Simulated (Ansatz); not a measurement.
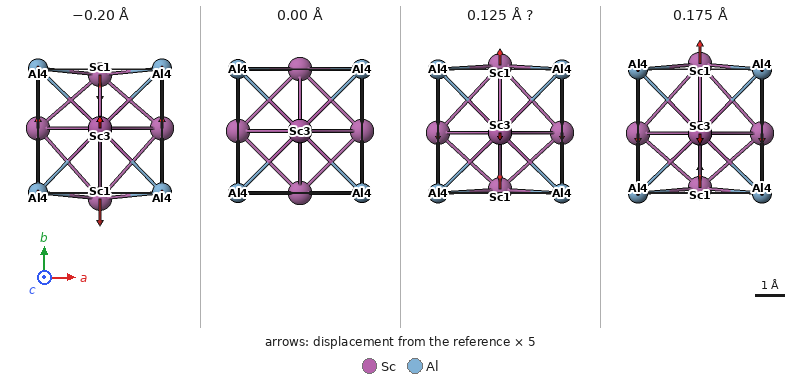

A scan of crystalline Sc3Al (Pm-3m): a normal mode at the zone centre (one arbitrary combination within a set of 3 degenerate modes) is frozen in with the cell fixed, the amplitude being the largest displacement of an atom. The picture is a ball-and-stick view of the cell of the calculation, seen along the c axis. Red arrows: displacements from the reference.

Level of theory: DFT PBEsol, scalar-relativistic, plane waves, PAW (Ansatz). Set-up: plane-wave cutoff 420 eV; k-point mesh 12 × 12 × 12; occupations gaussian; smearing width 0.15 eV; no spin polarisation. Energies (free energies at the smearing named) are counted from the relaxed crystal.

```csv
largest displacement (Å),E − E(ref) (meV/cell)
−0.200,301
−0.100,76
0.000,0
0.025,5
0.050,19
0.075,43
0.125,?
0.150,170
0.175,231
```

### Fill in the missing row.

A straight line between the two neighbours gives 128 meV/cell. A cubic through the four nearest rows (0.050, 0.075, 0.150, 0.175) gives, with Lagrange weights, (−0.2000)(19) + (0.5000)(43) + (1.0000)(170) + (−0.3000)(231) = 118 meV/cell. The calculation gives 118 meV/cell, so the cubic is right to the digits shown and the straight line 10 meV/cell too high, as the curve bends upwards here.

The whole profile:

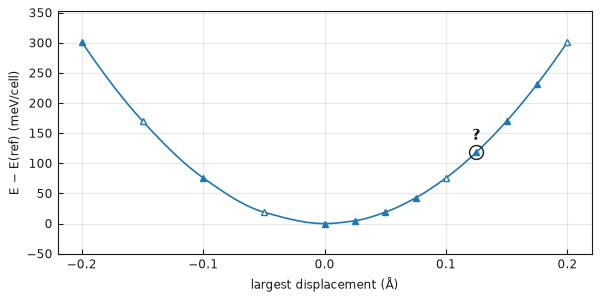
